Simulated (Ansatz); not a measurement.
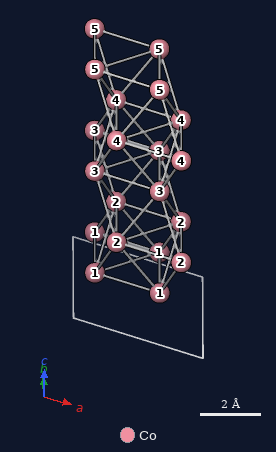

This is the input geometry for a constrained relaxation of a slab of composition Co. A ball-and-stick model of the 2 × 2 repeat of the cell, outlined in the plane, without the vacuum, seen from a free direction.

The slab is the (0 0 1) face of Co. The run lets the atoms move in a fixed cell, from this start: the (0 0 1) slab of Co, cut from the database cell, not relaxed. 2 atoms are held fixed.

The calculation used Kohn-Sham DFT of a periodic cell, PBE, Ansatz PAW in Ansatz 0.2.0.

Input file:
```yaml
crystal:
  lattice:
    - [2.5190008694, 0.0, 0.0]
    - [-1.2595004347, 2.1815187451, 0.0]
    - [0.0, 0.0, 23.182]
  atoms:
    - { symbol: Co, position: [0.3333333333, 0.6666666666, 0.3235268743], spin: 2.0 }
    - { symbol: Co, position: [0.6666666667, 0.3333333334, 0.4117634371], spin: 2.0 }
    - { symbol: Co, position: [0.3333333333, 0.6666666666, 0.5], spin: 2.0 }
    - { symbol: Co, position: [0.6666666667, 0.3333333334, 0.5882365629], spin: 2.0 }
    - { symbol: Co, position: [0.3333333333, 0.6666666666, 0.6764731257], spin: 2.0 }
hamiltonian:
  xc: pbe
  pseudopotentials: { kind: paw }
magnetization:
  spin_polarized: true
kpoints:
  mp_grid: { grid: [12, 12, 1] }
scf:
  occupations: { method: fermi_dirac, width: 0.05 }
output:
  forces: true
  eigenvalues: true
relax:
  f_tol: 0.02
  max_steps: 40
  constraints: [{ sites: [0, 1] }]
efield:
  axis: 3
  dipole_correction: true
  ramp_width: 0.04
```

Run as
```bash
ansatz run input.yaml --threads 4 --pin off --max-ram 11264MiB --backend cpu --events-out ev --progress --plain --runs-dir out
```

> What does the optimiser find from here?

The atom that moves furthest is Co5 (0.17 Å along the normal (−c)). The cell doesn't change. Among the contacts that change: Co4–Co5 2.510 → 2.426 Å, Co2–Co3 2.510 → 2.475 Å, Co3–Co4 2.510 → 2.494 Å. After 3 accepted moves (4 points after the start) the energy has fallen by 36.9 meV per cell of the calculation. Largest force component: 0.54 eV/Å at the start, 0.0018 eV/Å at the end. 1 step only repeated the SCF at the same geometry.

The end point in the same view:

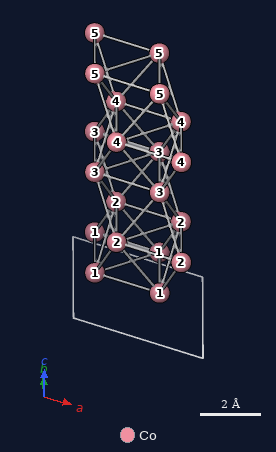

Limits of the set-up: only the magnetic order of this start and cell was tried (total moment 8.6 μB per cell).
